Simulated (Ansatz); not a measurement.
System: SnGe₁₅.

```
CELL_PARAMETERS angstrom
11.46503 0.00000 0.00000
0.00000 11.46503 0.00000
0.00000 0.00000 5.73252
ATOMIC_POSITIONS crystal
Sn 0.00000 0.00000 0.00000
Ge 0.00000 0.50000 0.00000
Ge 0.50000 0.00000 0.00000
Sn 0.50000 0.50000 0.00000
Ge 0.00000 0.25391 0.50000
Ge 0.00000 0.74609 0.50000
Ge 0.50000 0.24609 0.50000
Ge 0.50000 0.75391 0.50000
Ge 0.25391 0.00000 0.50000
Ge 0.24609 0.50000 0.50000
Ge 0.74609 0.00000 0.50000
Ge 0.75391 0.50000 0.50000
Ge 0.25000 0.25000 0.00174
Ge 0.25000 0.75000 0.99826
Ge 0.75000 0.25000 0.99826
Ge 0.75000 0.75000 0.00174
Ge 0.13025 0.13025 0.26332
Ge 0.12391 0.62391 0.24546
Ge 0.62391 0.12391 0.24546
Ge 0.63025 0.63025 0.26332
Ge 0.12391 0.37609 0.75454
Ge 0.13025 0.86975 0.73668
Ge 0.63025 0.36975 0.73668
Ge 0.62391 0.87609 0.75454
Ge 0.37609 0.12391 0.75454
Ge 0.36975 0.63025 0.73668
Ge 0.86975 0.13025 0.73668
Ge 0.87609 0.62391 0.75454
Ge 0.36975 0.36975 0.26332
Ge 0.37609 0.87609 0.24546
Ge 0.87609 0.37609 0.24546
Ge 0.86975 0.86975 0.26332
```

Space group P-4m2; a generated structure, not necessarily the stable one.

Computed with Ansatz 0.2.0, DFT PBEsol, scalar-relativistic, plane waves, PAW.

Question: What will maps of the valence pseudo-density and electron localisation function show?

Answer: Ge–Ge (2.45 Å): the density is about 0.5 e/Å³ at the midpoint; the ELF peaks at about 0.75 between the atoms.
Sn–Ge (2.60 Å): the density is about 0.45 e/Å³ at the midpoint; the ELF peaks at about 0.70 between the atoms.

Question: Metal or insulator at this level of theory?

Answer: It is metallic or semimetallic at this level of theory: no gap opens.

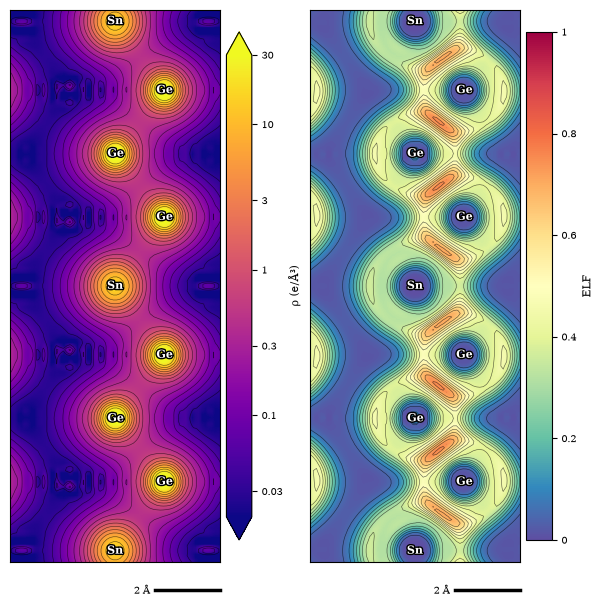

Computed valence pseudo-density and electron localisation function on the (11̄0) plane of the calculation cell, in this order. 

Core electrons are frozen (PAW), and the valence fields are smoothed inside the atomic spheres.
